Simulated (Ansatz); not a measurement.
Consider Ti12HN12 (slab).

The calculation's input:

```
crystal:
  lattice:
    - [5.9473589866, 0.0, 0.0]
    - [0.0, 5.9473589866, 0.0]
    - [0.0, 0.0, 21.6533569277]
  atoms:
    - { symbol: Ti, position: [0.25, 0.25, 0.1847288628] }
    - { symbol: Ti, position: [0.25, 0.75, 0.1847288628] }
    - { symbol: Ti, position: [0.75, 0.25, 0.1847288628] }
    - { symbol: Ti, position: [0.75, 0.75, 0.1847288628] }
    - { symbol: "N", position: [0.0, 0.0, 0.1847288628] }
    - { symbol: "N", position: [0.0, 0.5, 0.1847288628] }
    - { symbol: "N", position: [0.5, 0.0, 0.1847288628] }
    - { symbol: "N", position: [0.5, 0.5, 0.1847288628] }
    - { symbol: Ti, position: [0.0, 0.0, 0.2801771125] }
    - { symbol: Ti, position: [0.0, 0.5, 0.2801771125] }
    - { symbol: Ti, position: [0.5, 0.0, 0.2801771125] }
    - { symbol: Ti, position: [0.5, 0.5, 0.2801771125] }
    - { symbol: "N", position: [0.25, 0.25, 0.2786780157] }
    - { symbol: "N", position: [0.25, 0.75, 0.2786780157] }
    - { symbol: "N", position: [0.75, 0.25, 0.2786780157] }
    - { symbol: "N", position: [0.75, 0.75, 0.2786780157] }
    - { symbol: Ti, position: [0.25, 0.25, 0.3715894834] }
    - { symbol: Ti, position: [0.25, 0.75, 0.3715894834] }
    - { symbol: Ti, position: [0.75, 0.25, 0.3715894834] }
    - { symbol: Ti, position: [0.75, 0.75, 0.3715894834] }
    - { symbol: "N", position: [0.0, 0.0, 0.3811583098] }
    - { symbol: "N", position: [0.0, 0.5, 0.3811583098] }
    - { symbol: "N", position: [0.5, 0.0, 0.3811583098] }
    - { symbol: "N", position: [0.5, 0.5, 0.3811583098] }
    - { symbol: H, position: [0.1666666667, 0.25, 0.5243231784] }
basis:
  ecutwfc: 420
kpoints:
  mp_grid: { grid: [5, 5, 1] }
hamiltonian:
  xc: pbe
  pseudopotentials: { kind: paw, azcp: { folder: soft_1 } }
  dispersion: d3bj
scf:
  occupations: { method: gaussian, width: 0.1 }
output:
  forces: true
  eigenvalues: true
  write_density: true
  write_potential: true
  elf: true
  volumetric_format: npy
efield:
  axis: 3
  dipole_correction: true
  ramp_width: 0.04
```

Launched as:

```sh
ansatz run input.yaml --threads 4 --pin off --max-ram 12288MiB --backend cpu --events-out ev --progress --plain --runs-dir out
```

A point of a scan over the structure, not its minimum; not relaxed (largest force 1.9 eV/Å); computed without spin polarisation; PAW files of the earlier set (soft_1).

Method: DFT PBE+D3(BJ), scalar-relativistic, plane waves, PAW in Ansatz.

Q: Predict the valence pseudo-density and electron localisation function between the atoms.

A: Ti–N (2.01 Å): ρ is about 0.66 e/Å³ halfway; the ELF peaks at about 0.80 in the valence shell of N, 0.6 Å from its nucleus, and is about 0.20 at the midpoint; no shared electron pair shows on this line.
Ti–H (3.34 Å): ρ is about 0.04 e/Å³ halfway; the ELF climbs to about 1 towards the hydrogen.

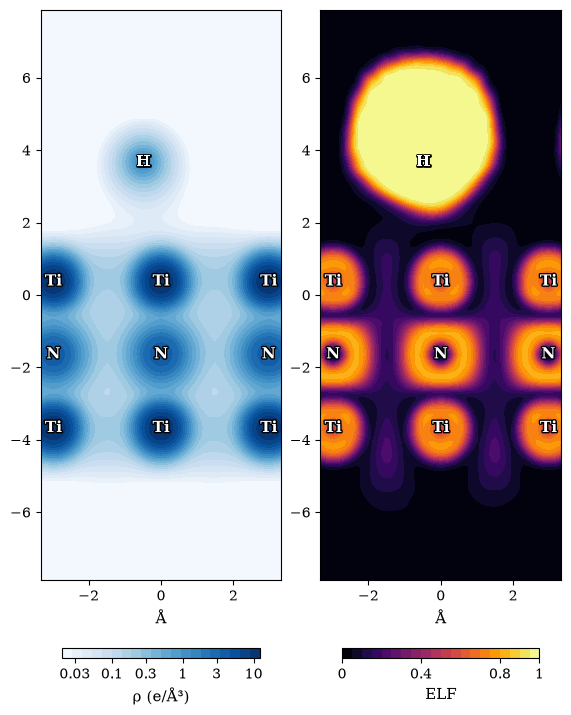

Computed valence pseudo-density and electron localisation function on the (010) plane of the calculation cell, a cut from vacuum to vacuum, in this order. 

In a PAW calculation such maps are meaningful between the atoms, not at the nuclei.
